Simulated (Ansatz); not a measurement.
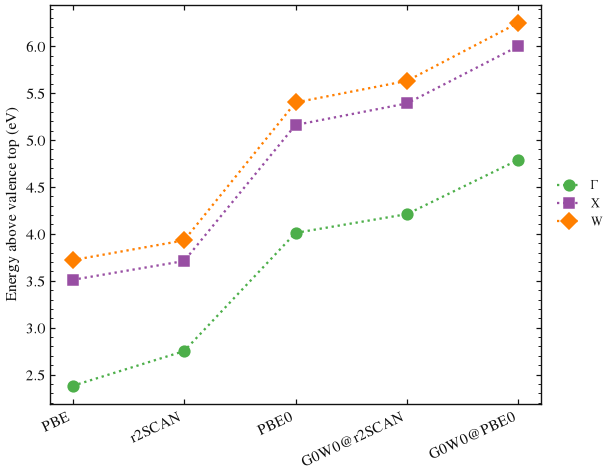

Lowest conduction level at each named k point, counted from the valence-band top at X, by several methods on one cell of antifluorite-type K2S, space group Fm-3m (No. 225), 3 atoms in the primitive cell, relaxed with r2SCAN; cubic a = 7.406 Å. All runs are without spin-orbit coupling and carry no moments.

> Does G0W0@r2SCAN shift these levels rigidly from r2SCAN?

The shifts are +1.46 eV at Γ, +1.68 eV at X and +1.70 eV at W, and at points that aren't plotted +1.67 eV (L): over the named points that both runs hold, a spread of 0.24 eV on a mean of 1.63 eV, so one shift describes them only roughly.

> How do the methods rank at Γ?

From low to high: PBE 2.38, r2SCAN 2.75, PBE0 4.01, G0W0@r2SCAN 4.21, G0W0@PBE0 4.79 eV.

> Do the methods agree on which of these conduction levels is lowest?

Yes: all put it at Γ.

```
     method  program  Γ (eV)  X (eV)  W (eV)
        PBE   Ansatz    2.38    3.51    3.72
     r2SCAN   Ansatz    2.75    3.71    3.93
       PBE0   Ansatz    4.01    5.16    5.40
G0W0@r2SCAN   Ansatz    4.21    5.39    5.63
  G0W0@PBE0   Ansatz    4.79    6.00    6.25
```

Settings. PBE: Ansatz PAW set, 6×6×6 k mesh, 420 eV cutoff, Fermi-Dirac smearing of 0.02 eV (Ansatz). r2SCAN: Ansatz PAW set, 6×6×6 k mesh, 500 eV cutoff, fixed occupations (Ansatz). PBE0: Ansatz PAW set, 4×4×4 k mesh, 420 eV cutoff, fixed occupations (Ansatz 0.2.0). G0W0@r2SCAN: r2SCAN, Ansatz PAW set, 4×4×4 k mesh, 500 eV cutoff, fixed occupations (Ansatz 0.2.0), G0W0 with empty bands 556, screening cutoff 180 eV and frequency treatment contour deformation. G0W0@PBE0: PBE0, Ansatz PAW set, 4×4×4 k mesh, 420 eV cutoff, fixed occupations (Ansatz 0.2.0), G0W0 with empty bands 556, screening cutoff 180 eV and frequency treatment contour deformation.

These are five of the 9 methods that were run on this cell. The cell was built by a generator and needn't be a form met in nature. r2SCAN, PBE0, G0W0@r2SCAN and G0W0@PBE0: the PAW data sets were made with another functional. LDA, GGA and most meta-GGA functionals understate gaps. G0W0@r2SCAN: the k mesh is thin for GW. The GW values are at finite bands, cutoffs and mesh, short of the basis limit.
